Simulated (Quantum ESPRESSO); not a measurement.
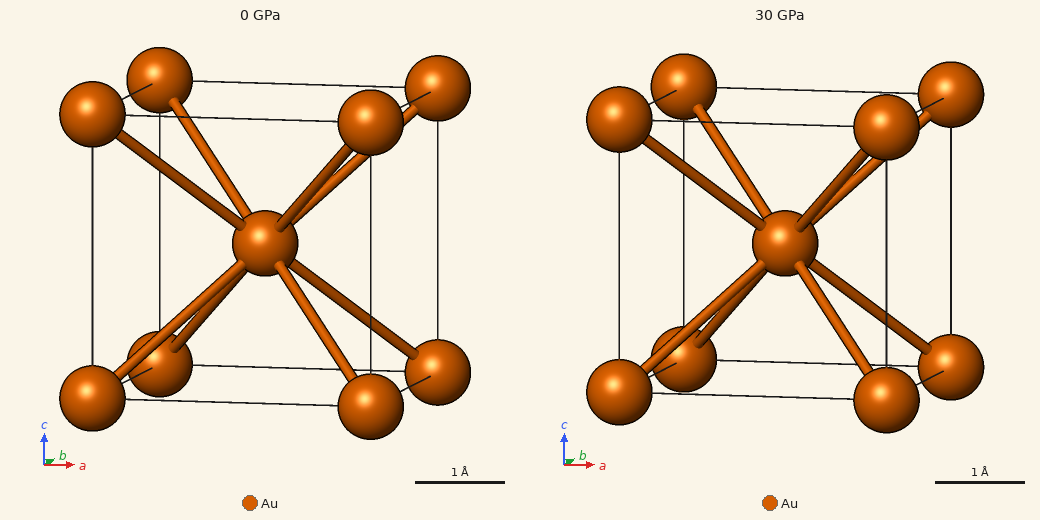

Au, body-centred cubic (W type), space group Im-3m (No. 229), relaxed (cell and atoms) under a series of hydrostatic pressures; the conventional cell is drawn at the lowest and the highest, to one scale (sticks follow a distance rule). The start was a structure listed in the Materials Project. This isn't the form of Au at room conditions, which is fcc.

Alike in all runs: Quantum ESPRESSO 7.5; functional PBEsol; potentials GBRV 1.5 PBEsol; cutoff 707 eV; k mesh 11 × 11 × 11 on the run's cell of 1 atom; occupations fermi-dirac, width 0.05 eV; no spin polarisation; no spin-orbit coupling.

| pressure (GPa) | volume (Å³/atom) | a (Å) |
| --- | --- | --- |
| 0.0 | 17.053 | 3.243 |
| 2.0 | 16.858 | 3.231 |
| 5.0 | 16.595 | 3.214 |
| 10.0 | ? | ? |
| 20.0 | 15.586 | 3.147 |
| 30.0 | 15.084 | 3.113 |

> Fit a third-order Birch-Murnaghan equation to the rows given and use it to fill in the volume that is left out.

The fit gives V0 = 17.05 Å³/atom, B0 = 171 GPa and B0′ = 5.9, which puts the volume at 10.0 GPa at 16.21 Å³/atom. The run gave volume 16.211 Å³/atom; a 3.189 Å.

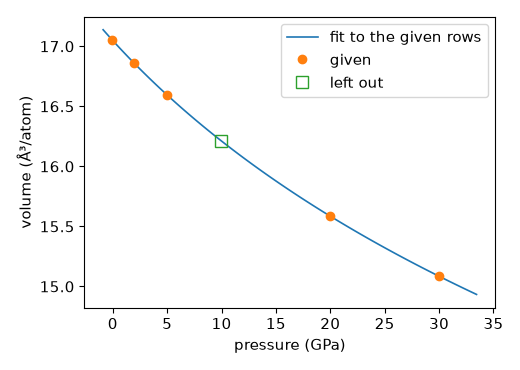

Volume against pressure, with the fit. The structure was kept in its own symmetry, so a change to another phase within this range wouldn't be seen.

Caveat: spin-orbit coupling is left out, which matters for Au, if less for volumes and forces than for levels.
